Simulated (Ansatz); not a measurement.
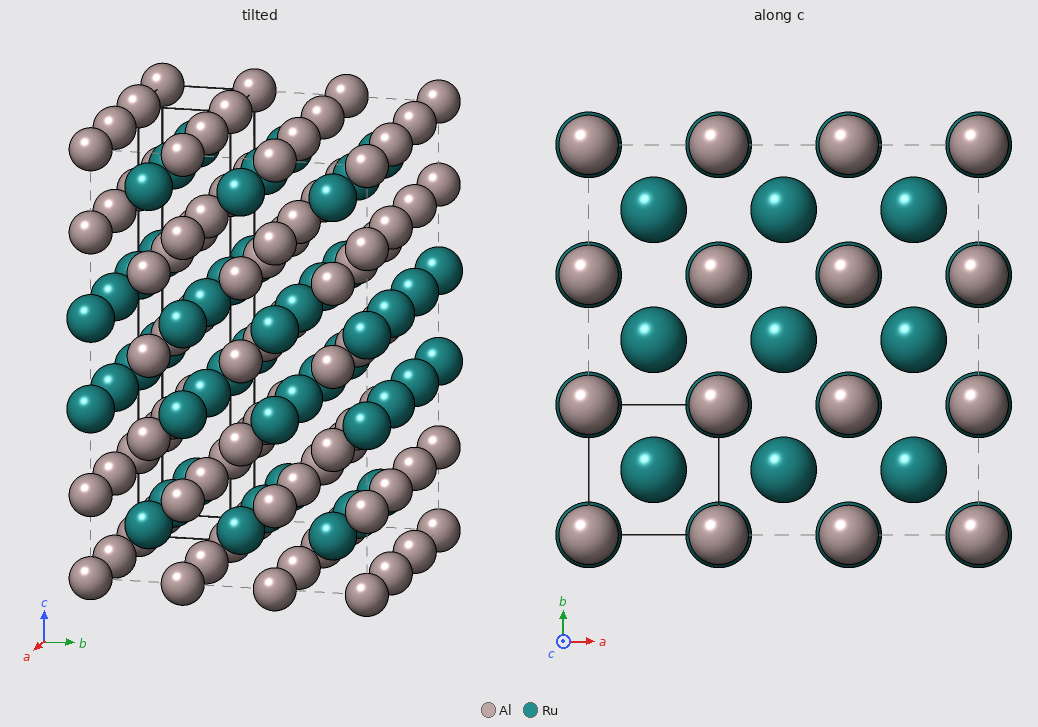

Spheres-only model, viewed slightly off an axis and along the c axis. The solid box is one conventional unit cell, and 3×3×1 cells are shown.

What structure is drawn here?

Formula: Al3Ru2. The lattice is body-centred tetragonal and the space group I4/mmm (No. 139). With Z = 2, the cell contains 6 Al, 4 Ru.

The structure was taken from a structure listed in the Materials Project. The geometry was optimised with Ansatz, DFT PBEsol, scalar-relativistic, plane waves, PAW.
